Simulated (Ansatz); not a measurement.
## Single-point calculation of MnO2 (part 1 of 2)

The run: single-point calculation of MnO2 (P4₂/mnm, 6 atoms in the cell). Method and program: DFT PBEsol+U, scalar-relativistic, plane waves, PAW, Ueff = 2 eV on Mn atom 1 d; Ueff = 2 eV on Mn atom 2 d, spin-polarised (Ansatz 0.2.0).

The structure derives from an entry of the Crystallography Open Database. It belongs to a series of runs on one base structure; here: random orbitals: harmonics, high filling. Figures and captions count atoms from 1; the log counts them from 0 in places.

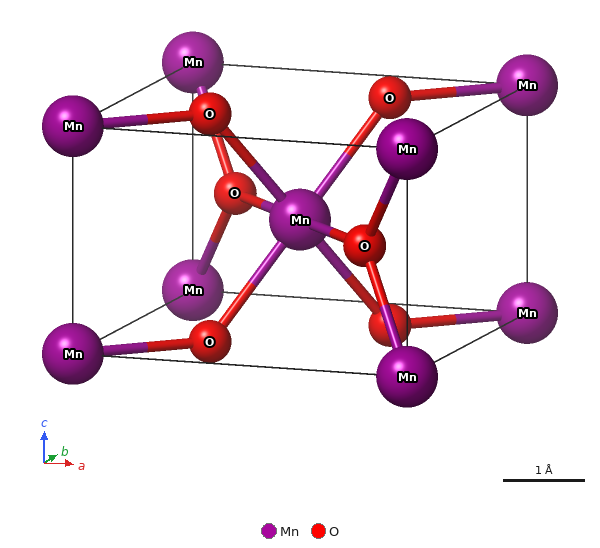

Fig. 1: The input geometry (ball-and-stick view of the cell of the calculation, seen slightly off an axis). Near neighbours in the crystal (not all of them lie inside the picture): Mn has 6 O at 1.88 to 1.89 Å; O has 3 Mn at 1.88 to 1.89 Å.

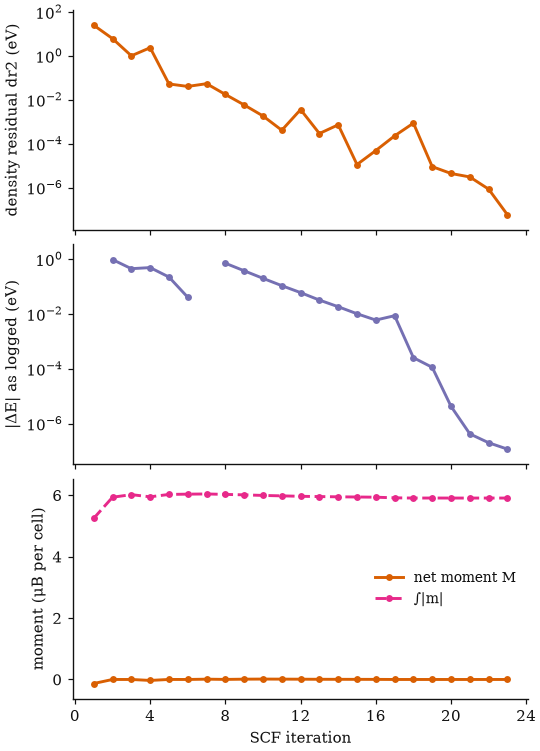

Fig. 2: Convergence of the self-consistent field: density residual dr2, size of the energy change and magnetic moment against the SCF iteration. The residual falls unevenly and jumps up by a factor of two or more 6 times on the way down. The net moment goes from −0.1 to 0.0 μB per cell.

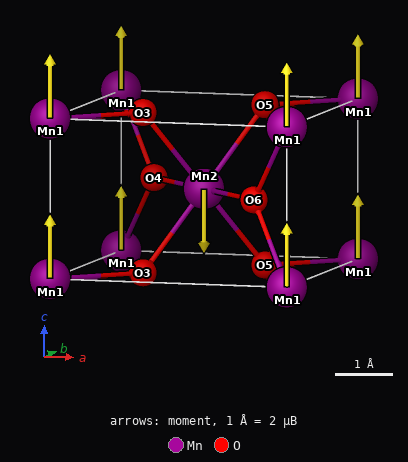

Fig. 3: Magnetic moments of the sites as yellow arrows (ball-and-stick view of the cell of the calculation, seen slightly off an axis; atoms are numbered from 1 in the order of the input); small moments hardly show. The run is collinear, so the axis drawn is arbitrary. Site moments: Mn1 (2.40 μB); Mn2 (−2.40 μB). They are counted near the atoms and needn't add up to the moment of the cell.

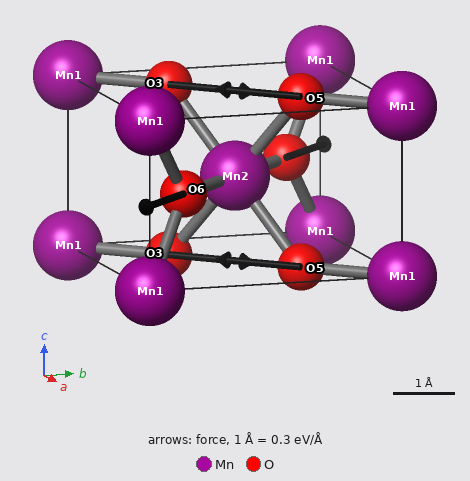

Fig. 4: Forces on the atoms as black arrows (ball-and-stick view of the cell of the calculation, seen slightly off an axis; atoms are numbered from 1 in the order of the input). The largest act on all 4 O atoms (0.48 eV/Å). The geometry is not a stationary point of this energy.

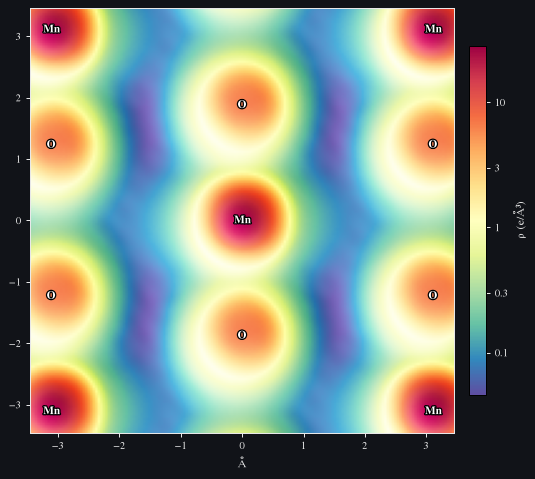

Fig. 5: Valence electron density on the (001) plane of the conventional cell of the magnetic structure. The plane passes through Mn and O nuclei. Mn–O (1.88 Å): ρ is about 0.81 e/Å³ halfway. Away from the nuclei the density in this plane falls to 0.05 e/Å³ at its lowest. In a PAW calculation such maps are meaningful between the atoms, not at the nuclei.

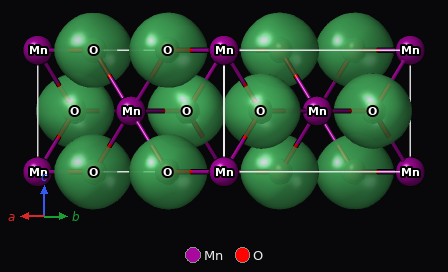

Fig. 6: Isosurface of the electron localisation function at 0.6 (green), seen along [110]. Only the valence region is drawn (cores and ρ < 0.01 e/Å³ removed). Sticks mark near contacts. The outline is the cell set on symmetry axes of the magnetic structure. Along the contacts the grid gives the following. Mn–O (1.88 Å): the ELF is about 0.25 at the midpoint.

The input and output of the run follow.

### Input file
```yaml
crystal:
  lattice:
    - [4.39599877, 0.0, 0.0]
    - [0.0, 4.39599877, 0.0]
    - [0.0, 0.0, 2.87099919]
  atoms:
    - { symbol: Mn, position: [0.0, 0.0, 0.0], spin: 3.0 }
    - { symbol: Mn, position: [0.5, 0.5, 0.5], spin: -3.0 }
    - { symbol: O, position: [0.302, 0.302, 0.0] }
    - { symbol: O, position: [0.198, 0.802, 0.5] }
    - { symbol: O, position: [0.698, 0.698, 0.0] }
    - { symbol: O, position: [0.802, 0.198, 0.5] }
basis:
  ecutwfc: 420
  ecutrho_ratio: 4
kpoints:
  mp_grid: { grid: [4, 4, 7] }
hamiltonian:
  xc: pbesol
  hubbard:
    sites:
      - { site: 0, l: d, u_eff: 2.0, starting_ns: [{ spin: up, occupation_matrix: s0up }, { spin: down, occupation_matrix: s0down }] }
      - { site: 1, l: d, u_eff: 2.0, starting_ns: [{ spin: up, occupation_matrix: s1up }, { spin: down, occupation_matrix: s1down }] }
    occupation_matrices:
      s0up:
        matrix:
          - [0.97, 0.0, 0.0, 0.0, 0.0]
          - [0.0, 0.02, 0.0, 0.0, 0.0]
          - [0.0, 0.0, 0.02, 0.0, 0.0]
          - [0.0, 0.0, 0.0, 0.97, 0.0]
          - [0.0, 0.0, 0.0, 0.0, 0.97]
      s0down:
        matrix:
          - [0.02, 0.0, 0.0, 0.0, 0.0]
          - [0.0, 0.02, 0.0, 0.0, 0.0]
          - [0.0, 0.0, 0.02, 0.0, 0.0]
          - [0.0, 0.0, 0.0, 0.02, 0.0]
          - [0.0, 0.0, 0.0, 0.0, 0.02]
      s1up:
        matrix:
          - [0.02, 0.0, 0.0, 0.0, 0.0]
          - [0.0, 0.02, 0.0, 0.0, 0.0]
          - [0.0, 0.0, 0.02, 0.0, 0.0]
          - [0.0, 0.0, 0.0, 0.02, 0.0]
          - [0.0, 0.0, 0.0, 0.0, 0.02]
      s1down:
        matrix:
          - [0.97, 0.0, 0.0, 0.0, 0.0]
          - [0.0, 0.02, 0.0, 0.0, 0.0]
          - [0.0, 0.0, 0.97, 0.0, 0.0]
          - [0.0, 0.0, 0.0, 0.97, 0.0]
          - [0.0, 0.0, 0.0, 0.0, 0.02]
    ns_hold: { iters: 5 }
scf:
  occupations: { method: gaussian, width: 0.05 }
  lower_state_search: "off"
  max_iter: 150
output:
  forces: true
  stress: true
  eigenvalues: true
  populations: true
  hubbard: { sites: [{ site: 0, l: d }, { site: 1, l: d }] }
  write_density: true
  write_potential: true
  elf: true
  volumetric_format: npy
magnetization:
  spin_polarized: true
```

Command:
```bash
ansatz run input.yaml --threads 4 --pin off --max-ram 6144MiB --backend cpu --events-out ev --progress --plain --runs-dir out
```

### Log
```
Warning: crystal.symmetry: narrowed to the stabiliser of the occupation matrices — unitary ops 8 → 4, anti-unitary 8 → 0; lowered by the specified shells (site 0, l: d), (site 1, l: d); largest admitted image defect 4.4e-16, smallest excluded 9.5e-1 — at a splitting's scale: the group the occupation matrices' own texture admits
Mn: projections on atomic orbitals take those of the free atom [Ne] 3s2 3p6 3d5 4s2, of charge +0.00 (hamiltonian.pseudopotentials.projection_atoms); the dataset's partial waves leave at most 9.0e-7 of an orbital's norm unspanned inside its sphere
O: projections on atomic orbitals take those of the free atom [He] 2s2 2p4, of charge +0.00 (hamiltonian.pseudopotentials.projection_atoms); the dataset's partial waves leave at most 1.9e-8 of an orbital's norm unspanned inside its sphere
Engine: ansatz 0.2.0, aarch64-unknown-linux-gnu
Pseudopotentials: kind: paw
Pseudopotential: Mn, paw, valence charge 15, recommended cutoff 420 eV (normal), Mn.paw.azcp
Pseudopotential: O, paw, valence charge 6, recommended cutoff 420 eV (normal), O.paw.azcp
Functional definition: PBEsol
  exchange = pbesol_x
  correlation = pbesol_c
Crystal: 6 atoms, lattice volume = 55.482 Å³
Basis set: ecut = 420 eV, 1073 PW (Γ), exchange–correlation on 60×60×40 points (8 copies of the dense FFT grid, shifted against one another)
Bands: 36, of which v1, the nominal top of the filled ones, is band 27 counted from 1 (26 counted from 0)
Symmetry: 4 space group operations
k-points: 40 of 112
Non-local potential: Mn, projectors of the file, l = 0: 3, l = 1: 2, l = 2: 3, l = 3: 1
Non-local potential: O, projectors of the file, l = 0: 2, l = 1: 2, l = 2: 1
PAW form: soft (Blöchl's): semilocal exchange-correlation on the pseudo side does not see the compensation charge
PAW frozen core: Mn, regenerated for the run's functional, and the local potential with it (the file was generated under x = pbe(κ = 0.804, μ = 0.2195149727645171), c = pbe(β = 0.06672455060314922))
PAW frozen core: O, regenerated for the run's functional, and the local potential with it (the file was generated under x = pbe(κ = 0.804, μ = 0.2195149727645171), c = pbe(β = 0.06672455060314922))
PAW one-centre angular grid: Mn, 590 points (default); XC on 64 Gauss nodes
PAW one-centre angular grid: O, 110 points (default); XC on 64 Gauss nodes
Initial density: superposition of atomic densities (chi_scale 0.1, normalization cell, long waves kept (reshape's long-wave potential 0.00 eV rms))
Starting moments: Σ|m| = 6 μB on 2 of 6 sites
Initial wavefunctions: pseudopotential atomic-orbital guess
Functional: x = pbesol(κ = 0.804, μ = 0.12345679012345678), c = pbesol(β = 0.046)
```
